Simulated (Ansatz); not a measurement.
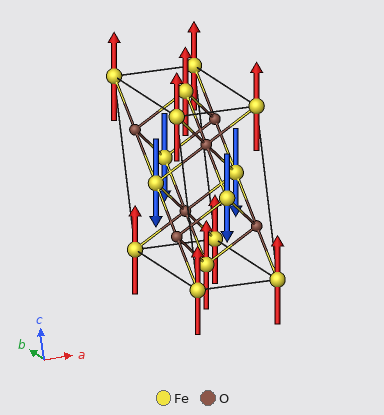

The crystal in a ball-and-stick representation, seen slightly off an axis. The frame is the simulation cell; atoms at its boundary are shown with their periodic copies. Arrows are the site magnetic moments above 0.25 μB (those induced on non-metal atoms are left out); longer means larger, and red and blue are up and down (without spin-orbit coupling the axis itself is arbitrary).

This is the state reached for FeO. Electronic-structure method: DFT PBE, scalar-relativistic, plane waves, PAW in Ansatz. Parameters: a kinetic-energy cutoff of 420 eV, a 12×8×8 grid in reciprocal space, Gaussian smearing of 0.1 eV, collinear spins.

Classify the order and state the moments.

Answer. Antiferromagnetic (within this cell). Site moments: 2 Fe +3.3 μB and 2 Fe −3.3 μB. The net spin moment of the whole cell is 0.0 μB.

Source of the structure: a structure listed in the Materials Project. Earlier steps of the study may have refined or changed the cell and positions. A calculation with Ansatz used it as input.
